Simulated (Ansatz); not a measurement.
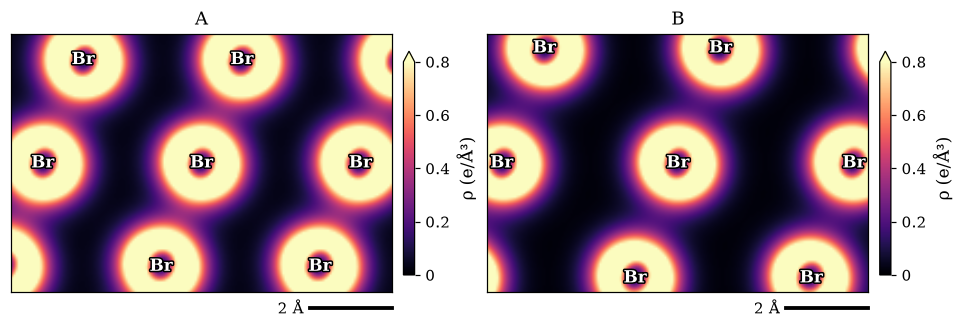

Br. The valence pseudo-density of two cells that differ in size and shape, on the (010) plane of each (indices in the axes of the calculation cell), at one length scale and on one colour scale: B has 33.3 Å³ an atom and A 24.6.

These are results of DFT PBE+D3(BJ), scalar-relativistic, plane waves, PAW in Ansatz 0.2.0, not measurements.

In a PAW calculation such maps are meaningful between the atoms, not at the nuclei.

The larger cell:

```cif
data_structure
_symmetry_space_group_name_H-M 'P 1'
_symmetry_Int_Tables_number 1
_cell_length_a 4.2867
_cell_length_b 4.2867
_cell_length_c 4.2867
_cell_angle_alpha 139.243
_cell_angle_beta 139.243
_cell_angle_gamma 59.005
_cell_volume 33.25
loop_
_atom_site_label
_atom_site_type_symbol
_atom_site_fract_x
_atom_site_fract_y
_atom_site_fract_z
_atom_site_occupancy
Br1 Br 0.00000 0.00000 0.00000 1
```

The smaller cell: a = 3.866 Å, b = 3.866 Å, c = 3.826 Å, α = 138.88°, β = 138.88°, γ = 58.30°.

### What does the compression do to the bonding and the properties?

From the larger cell to the smaller, Br–Br goes from 2.99 to 2.70 Å, and the density at its midpoint from 0.21 to 0.35 e/Å³, the ELF there from 0.25 to 0.35; the pressure goes from −3.7 to 8 GPa.
